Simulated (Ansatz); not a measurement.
Structure of Zn:

```
CELL_PARAMETERS angstrom
3.85010 0.00000 0.00000
0.00000 3.85010 0.00000
0.00000 0.00000 3.85010
ATOMIC_POSITIONS crystal
Zn 0.00000 0.00000 0.00000
Zn 0.00000 0.50000 0.50000
Zn 0.50000 0.00000 0.50000
Zn 0.50000 0.50000 0.00000
```

It is based on the input geometry of an electronic-structure calculation (not necessarily at equilibrium); the starting structure was generated, so it need not be a known form of this composition.

Question: Predict the first 2 clear peaks of the neutron G(r) with σ = 0.07 Å, and name the atom pairs.

Answer: 1. 2.72 Å: Zn–Zn at 2.72 Å
2. 3.85 Å: Zn–Zn at 3.85 Å

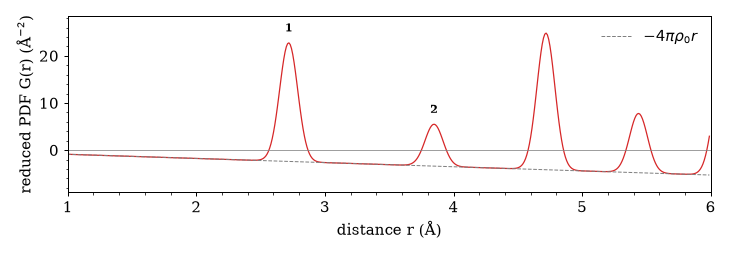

Computed neutron G(r), with each pair weighted by the product of the tabulated coherent neutron scattering lengths (natural isotope mix where the element has one) and a uniform peak width σ = 0.07 Å.
